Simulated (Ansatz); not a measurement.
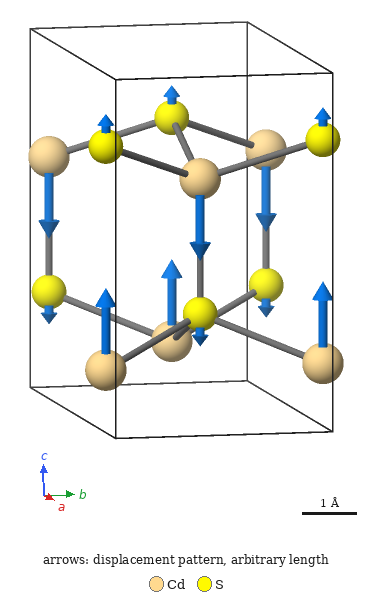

One vibrational mode of crystalline CdS (a generated structure) at the zone centre. Displacements are drawn as blue arrows; their common scale and sign are arbitrary. The picture is a ball-and-stick view of the conventional cell (2 times the calculation's cell), seen slightly off an axis. Lengths and directions refer to the drawn axes.

Computed with DFT PBE, scalar-relativistic, plane waves, PAW in Ansatz 0.2.0. Settings: plane-wave cutoff 420 eV; k-point mesh 8 × 8 × 4; occupations fixed; no spin polarisation.

Frequencies are those without the non-analytic (LO–TO) term.

> What mode is this, and where does it lie in the spectrum?

This is the A′ mode at 129 cm⁻¹, optical level 2 of 6, counted from below, infrared- and Raman-active by symmetry. All motion is along c; atoms of one kind move against one another, with no net shift of any sublattice; the kinetic energy is shared as Cd 98 %, S 2 %.
